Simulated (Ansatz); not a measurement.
# Zr/SiC/Zr: predicting the conductance of a thicker barrier

**Method.** Ansatz 0.2.0, plane waves with PAW datasets, PBE. Interfaces are relaxed in a short slab (with D3(BJ) where the barrier is layered), set between ideal electrode layers that go on as semi-infinite leads, and the zero-bias conductance G at 300 K comes from T(E) on a typed mesh. The error is the largest of the program's estimates from energy step, mesh, the leads' potential steps and neutrality; its separate bound for narrow resonances between the energies solved isn't counted and can be far larger. The lower electrode is Zr (hcp 0001), the upper Zr (hcp 0001) and the barrier SiC (wurtzite 0001), on a net of side 3.09 Å; d is the distance between the electrodes' last planes.

What is known so far:

| planes in the barrier | d (Å) | G (S/m²) | error (%) | lead step (meV) |
| --- | --- | --- | --- | --- |
| 4 | 7.10 | 1.28e14 | 50 | 58 |
| 8 | 12.17 | 6.34e12 | 25 | 58 |
| 12 | 17.24 | 2.83e11 | 26 | 58 |

**Question.** A further run has 16 planes, d = 22.31 Å. Fit G ∝ exp(−βd) to the rows shown and predict its conductance.

A: Take y = ln G: 32.49, 29.48 and 26.37. The means are d = 12.17 Å and y = 29.44; Σ(Δd Δy) = −31.02 and Σ(Δd)² = 51.41, so the slope is −0.603 Å⁻¹ (β = 0.603 Å⁻¹). At d = 22.31 Å, y = 29.44 − 0.603 × 10.14 = 23.32, or G = 1.35e10 S/m².

Check: The run gave 1.69e10 S/m², with an error estimate of 28 % and a lead step of 58 meV. The prediction is 0.797 times that, too low by 20 %. That lies within the runs' own error estimates, carried through the fit.

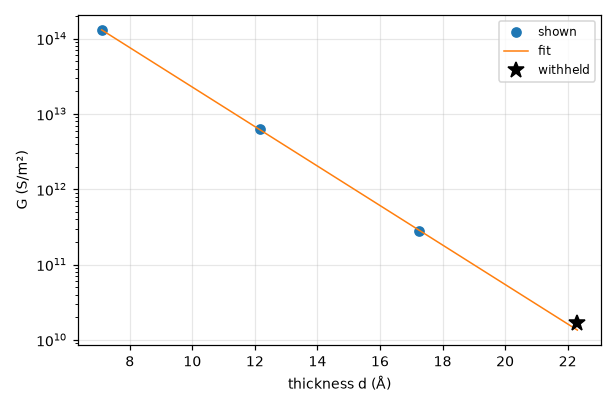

Fit and withheld run.

Caveats: The interfaces are ideal, one cell wide, strained to a common net and relaxed from one registry with their symmetry kept. PBE's gaps are too small, so true decay constants are likely larger where the Fermi level lies deep in a gap. No spin-orbit coupling, phonons, disorder or image charges enter. The rows shown are chosen by tests on error estimates (under 100 to 120 %), lead steps (under 150 meV, though the program warns over 25), intact interfaces and, for fits, a steady trend in the rows shown; the data set holds 414 series of this kind, and not all pass.
